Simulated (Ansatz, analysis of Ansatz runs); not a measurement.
# Does the charge change how O moves in SnO2 (P4_2/mnm)?

One jump of O in SnO2 (P4_2/mnm) at several charges. The case: V_O hop (2.9 Å).

Method: migration barriers of one hop by charge state from climbing-image bands, PBEsol; no image-charge correction, which largely cancels along a path, in analysis of Ansatz runs 0.2.0.

### Step 1. Starting point

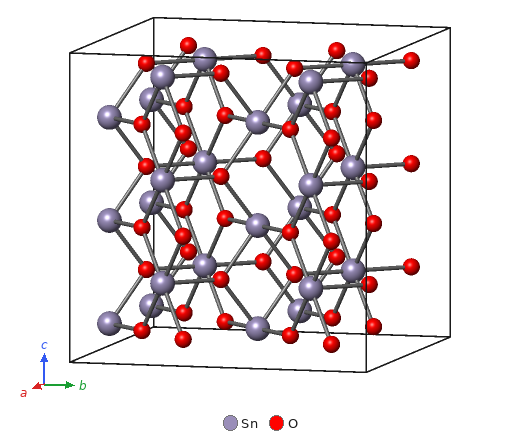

The starting structure, seen slightly off an axis (tin purple, oxygen red).

The cell holds 71 atoms: 24 Sn and 47 O. Cell: a = 9.537 Å, b = 9.537 Å, c = 9.637 Å, α = 90.0°, β = 90.0°, γ = 90.0°. It derives from SnO2 (space group P4_2/mnm). Nearest the centre at fractional (0.375, 0.472, 0.417): O12 at 1.46 Å, Sn61 at 1.46 Å, O44 at 2.36 Å, Sn7 at 2.56 Å, O22 at 2.70 Å, O18 at 2.70 Å, Sn67 at 2.70 Å, O28 at 2.85 Å.

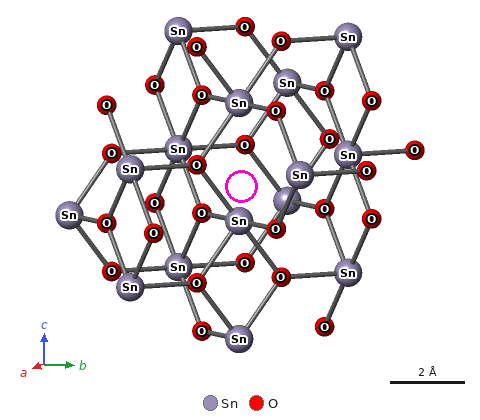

The atoms within 5 Å of the centre. A ring marks the centre wherever it is empty.

Structure file:

```xyz
71
Lattice="9.5368 0.0000 0.0000 0.0000 9.5368 0.0000 0.0000 0.0000 9.6373" Properties=species:S:1:pos:R:3 pbc="T T T"
Sn    2.3842    2.3842    1.6062
Sn    0.0000    0.0000    0.0000
O     0.9239    3.8445    1.6062
O     3.8445    0.9239    1.6062
O     1.4603    1.4603    0.0000
O     3.3081    3.3081    0.0000
Sn    2.3842    2.3842    4.8186
Sn    0.0000    0.0000    3.2124
O     0.9239    3.8445    4.8186
O     3.8445    0.9239    4.8186
O     1.4603    1.4603    3.2124
O     3.3081    3.3081    3.2124
Sn    2.3842    2.3842    8.0311
Sn    0.0000    0.0000    6.4249
O     0.9239    3.8445    8.0311
O     3.8445    0.9239    8.0311
O     1.4603    1.4603    6.4249
O     3.3081    3.3081    6.4249
Sn    2.3842    7.1526    1.6062
Sn    0.0000    4.7684    0.0000
O     0.9239    8.6129    1.6062
O     3.8445    5.6923    1.6062
O     1.4603    6.2287    0.0000
O     3.3081    8.0765    0.0000
Sn    2.3842    7.1526    4.8186
Sn    0.0000    4.7684    3.2124
O     0.9239    8.6129    4.8186
O     1.4603    6.2287    3.2124
O     3.3081    8.0765    3.2124
Sn    2.3842    7.1526    8.0311
Sn    0.0000    4.7684    6.4249
O     0.9239    8.6129    8.0311
O     3.8445    5.6923    8.0311
O     1.4603    6.2287    6.4249
O     3.3081    8.0765    6.4249
Sn    7.1526    2.3842    1.6062
Sn    4.7684    0.0000    0.0000
O     5.6923    3.8445    1.6062
O     8.6129    0.9239    1.6062
O     6.2287    1.4603    0.0000
O     8.0765    3.3081    0.0000
Sn    7.1526    2.3842    4.8186
Sn    4.7684    0.0000    3.2124
O     5.6923    3.8445    4.8186
O     8.6129    0.9239    4.8186
O     6.2287    1.4603    3.2124
O     8.0765    3.3081    3.2124
Sn    7.1526    2.3842    8.0311
Sn    4.7684    0.0000    6.4249
O     5.6923    3.8445    8.0311
O     8.6129    0.9239    8.0311
O     6.2287    1.4603    6.4249
O     8.0765    3.3081    6.4249
Sn    7.1526    7.1526    1.6062
Sn    4.7684    4.7684    0.0000
O     5.6923    8.6129    1.6062
O     8.6129    5.6923    1.6062
O     6.2287    6.2287    0.0000
O     8.0765    8.0765    0.0000
Sn    7.1526    7.1526    4.8186
Sn    4.7684    4.7684    3.2124
O     5.6923    8.6129    4.8186
O     8.6129    5.6923    4.8186
O     6.2287    6.2287    3.2124
O     8.0765    8.0765    3.2124
Sn    7.1526    7.1526    8.0311
Sn    4.7684    4.7684    6.4249
O     5.6923    8.6129    8.0311
O     8.6129    5.6923    8.0311
O     6.2287    6.2287    6.4249
O     8.0765    8.0765    6.4249
```

The cell's shortest repeat is 9.5 Å.

### Step 2. The bands

Climbing-image bands with Ansatz at one point at (¼, ¼, ¼), on 4 threads of Arm Neoverse V1, shared host:

```csv
charge,moment (μB),images,iterations,energies along the band (eV),time
+2,0,5,9,"0.00, 0.44, 1.04, 1.26, 0.95, 0.24, -0.01",22 min
0,0,5,7,"0.00, 0.49, 1.43, 1.80, 1.28, 0.27, -0.04",19 min
```

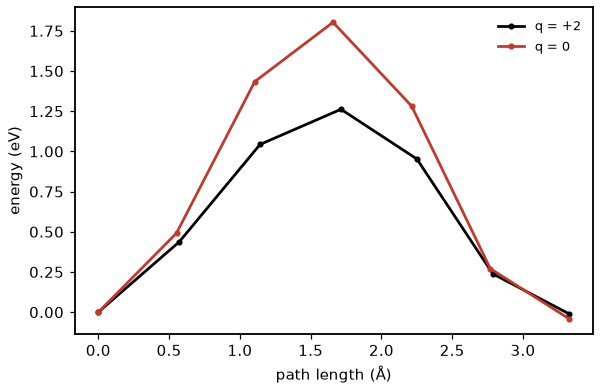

Energy along the path, by charge.

### Step 3. Barriers and rates

Arrhenius rates with an assumed prefactor of 1e13 per second. Hop rate against temperature:

```csv
temperature (K),charge +2 (1/s),charge +0 (1/s)
200,1.6e-19,3.6e-33
300,6.3e-9,5.1e-18
400,0.00125,1.9e-10
600,251,0.00714
800,1.1e5,43.7
1000,4.4e6,8171
```

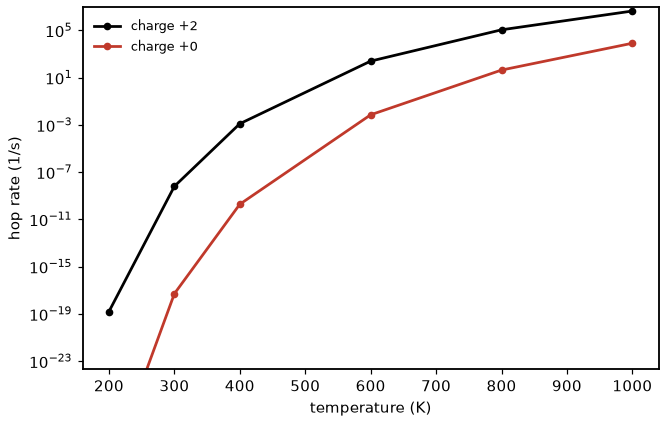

Hop rate against temperature.

### Step 4. What came out

| Quantity | Value |
| --- | --- |
| barrier at charge plus 2 | 1.26 eV |
| barrier at charge 0 | 1.80 eV |

**Reading.** The barrier is lowest at charge +2 (1.26 eV) and highest at 0 (1.80 eV). No image-charge correction is applied. The order of the top as a saddle was not checked for all atoms, so a bent path could be lower. Keep in mind: one k-point off the zone centre stands for the whole zone; spin–orbit coupling, which can matter with heavy atoms, is left out.

[Logs are printed without paths, hosts, clocks, repeated set-up lines and the standing remarks that a program may print on its own settings, such as how far it seeks lower states.]

[Hosts, paths, dates, database ids (printed as entryN), source tags and the programs' standing remarks are cut or masked in the printed files.]
